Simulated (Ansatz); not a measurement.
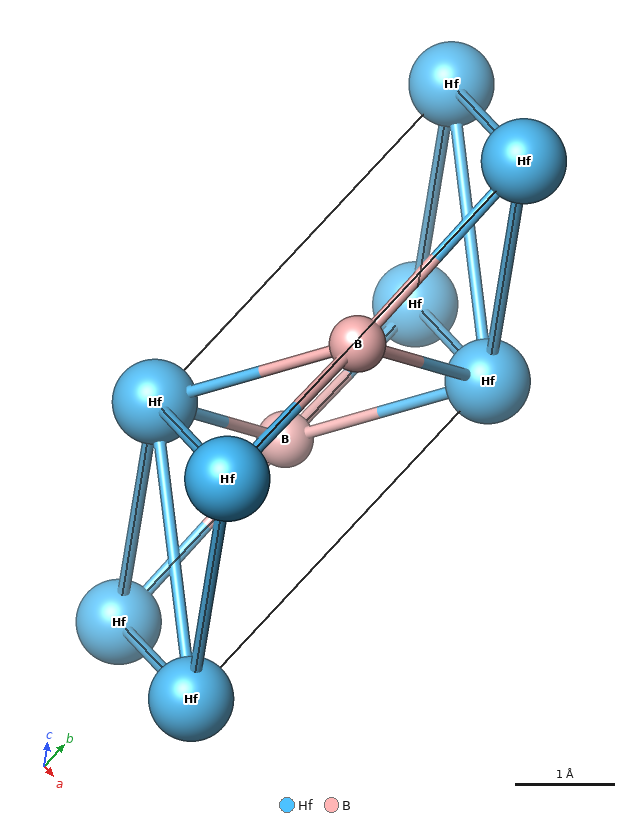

Shown here is a ball-and-stick view of the crystal, taken slightly off an axis. The box is the simulation cell; atoms on or close to its faces, edges and corners are drawn wherever they repeat.

Input used:
```yaml
crystal:
  lattice:
    - [3.1451685375, 0.0, 0.0]
    - [-1.5725842687, 4.4247551565, 0.0]
    - [1.5725842687, 1.6767173741, 2.1465513491]
  atoms:
    - { symbol: Hf, position: [0.0, 0.0, 0.0] }
    - { symbol: B, position: [0.8333333333, 0.5, 0.8333333333] }
    - { symbol: B, position: [0.1666666667, 0.5, 0.1666666667] }
basis:
  ecutwfc: 420
kpoints:
  mp_grid: { grid: [12, 8, 16] }
hamiltonian:
  xc: pbe
scf:
  occupations: { method: gaussian, width: 0.1 }
output:
  forces: true
  stress: true
  eigenvalues: true
  write_density: true
  write_potential: true
  elf: true
  volumetric_format: npy
```
Run as:
```sh
ansatz run input.yaml --threads 4 --pin off --max-ram 10240MiB --backend cpu --events-out ev --progress --plain --runs-dir out
```

Method used: Ansatz 0.2.0, DFT PBE, scalar-relativistic, plane waves, PAW. It ran with plane waves to 420 eV, k-grid 12×8×16, Gaussian smearing of 0.1 eV, no spin polarisation.

### Does it come out as a metal, or with a gap?

A metal: bands cross the Fermi level.

### How far is the cell from zero pressure?

The computed pressure is 0.0 GPa, close to zero.

It derives from a structure type filled with these elements by a generator (whether the compound takes this form wasn't checked). Earlier steps of the study may have refined or changed the cell and positions. A calculation with Ansatz used it as input.
